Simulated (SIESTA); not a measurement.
# Rb: 7 runs along one coordinate

System: Rb (I4/mmm, 1 atom in the cell).
Method: Kohn-Sham DFT of a periodic cell, PBE, PseudoDojo 0.4 standard NC, numerical atomic orbitals, no spin polarisation (SIESTA 5.4.2).

The 7 runs differ only in the geometry, by an even scaling of the cell at fixed fractional positions. The structure derives from a Materials Project entry.

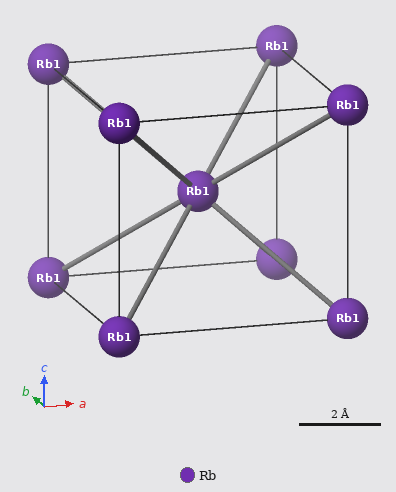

Figure 1. The structure of run 4 (ball-and-stick view of the cell 2 times as large as that of the calculation, set on its symmetry axes, seen slightly off an axis; atoms are numbered from 1 in the order of the input).

**The input of run 4**
```
SystemName                      Rb
SystemLabel                     Rb
NumberOfSpecies                 1
NumberOfAtoms                   1
%block ChemicalSpeciesLabel
  1  37 Rb
%endblock ChemicalSpeciesLabel
%include structure.fdf

%block kgrid.MonkhorstPack
    7   0   0  0.0
    0   7   0  0.0
    0   0   7  0.0
%endblock kgrid.MonkhorstPack
XC.Functional                   GGA
XC.Authors                      PBE
PAO.BasisSize                   DZP
PAO.EnergyShift                 0.002 Ry
Mesh.Cutoff                     500 Ry
OccupationFunction              FD
ElectronicTemperature           0.05 eV
MaxSCFIterations                120
SCF.MustConverge                false
SCF.Mixer.Method                Pulay
SCF.Mixer.Weight                0.25
SCF.Mixer.History               8
SCF.DM.Tolerance                5.0e-05
SCF.H.Tolerance                 1.0e-03 eV
WriteForces                     true
Charge.Mulliken                 end
```

**File structure.fdf of run 4**
```
LatticeConstant                 1.0 Ang
%block LatticeVectors
    -2.9545118615     2.9545118615     2.7308451955
     2.9545118615    -2.9545118615     2.7308451955
     2.9545118615     2.9545118615    -2.7308451955
%endblock LatticeVectors
AtomicCoordinatesFormat         Fractional
%block AtomicCoordinatesAndAtomicSpecies
     0.0000000000     0.0000000000     0.0000000000  1  Rb
%endblock AtomicCoordinatesAndAtomicSpecies
```

Command:
```bash
siesta Rb.fdf > Rb.out 2>&1
```

Lattice vectors (Å) and fractional positions of run 4:
```
  -2.954512    2.954512    2.730845
   2.954512   -2.954512    2.730845
   2.954512    2.954512   -2.730845
Rb  0.000000  0.000000  0.000000
```

Run 5 differs from it as follows:
```diff
-    -2.9545118615     2.9545118615     2.7308451955
-     2.9545118615    -2.9545118615     2.7308451955
-     2.9545118615     2.9545118615    -2.7308451955
+    -2.9740787355     2.9740787355     2.7489307901
+     2.9740787355    -2.9740787355     2.7489307901
+     2.9740787355     2.9740787355    -2.7489307901
```

**Results, with one run withheld**

| run | volume per atom (Å³) | free energy per atom, from the lowest run given (meV) | pressure (GPa) |
| --- | --- | --- | --- |
| 1 | 89.631 | 7.90 | 0.30 |
| 2 | 91.538 | 4.80 | 0.23 |
| 3 | 93.445 | 2.53 | 0.16 |
| 4 | 95.352 | 1.02 | 0.10 |
| 5 | 97.259 | ? | ? |
| 6 | 99.166 | 0.00 | −0.01 |
| 7 | 101.073 | 0.40 | −0.06 |

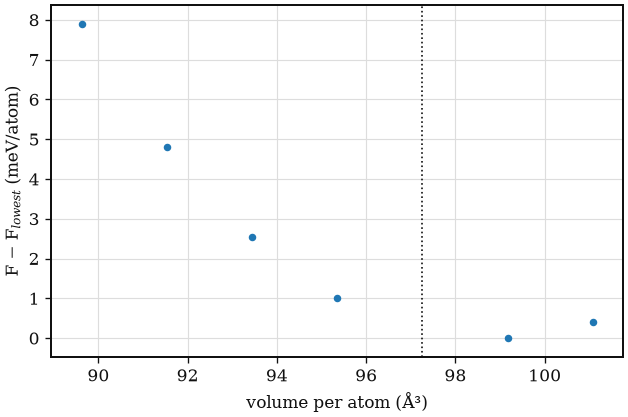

Figure 2. Free energy per atom of the runs given; the dotted line marks run 5.

Estimate the energy of run 5 from the others.

A cubic polynomial in V^(−2/3) (the Birch–Murnaghan form), fitted to the 6 runs given, misses them by under 0.01 meV per atom. With x = V^(−2/3) − 0.04807 Å⁻², it reads F = 1.3216 + 2067.1 x + 7.9842e+05 x² − 4.5861e+06 x³ (meV per atom). At run 5 it gives 0.19 meV per atom, and the run itself gives 0.19. The slope of the fit gives a pressure −dF/dV of 0.04 GPa there, and the run prints 0.04 GPa. The fit has its minimum at 98.804 Å³ per atom, where V d²F/dV² gives 2.58 GPa. Cell shape and fractional positions are held, so this is the stiffness under even scaling; the relaxed bulk modulus wasn't computed.

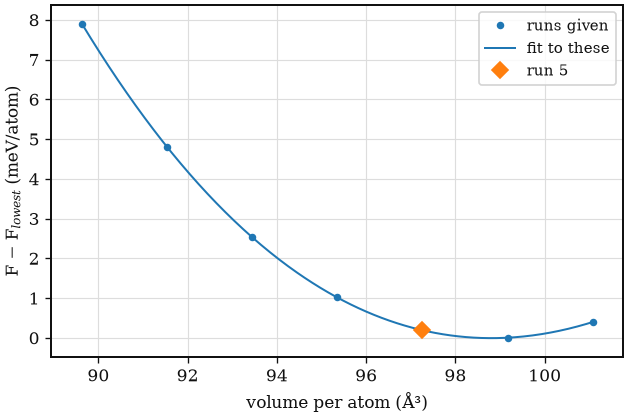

Figure 3. The fit and the withheld run.

**Some lines of the output (run 5)**
```
[...]
outcell: Cell volume (Ang**3)        :     97.2588
stepf: Fermi-Dirac step function
siesta: Etot    =      -736.569456
siesta: FreeEng =      -736.576096
        iscf     Eharris(eV)        E_KS(eV)     FreeEng(eV)     dDmax    Ef(eV) dHmax(eV)
siesta: E_KS(eV) =             -736.5811
siesta: E_KS - E_eggbox =      -736.5811
siesta: Etot    =      -736.581134
siesta: FreeEng =      -736.587776
siesta:         Fermi =      -2.809018
siesta: Cell volume =         97.258758 Ang**3
    Orbital volume contribution        =           3.839433 eV
```

Notes: With a small basis of atomic orbitals these values can differ much from converged plane-wave results.
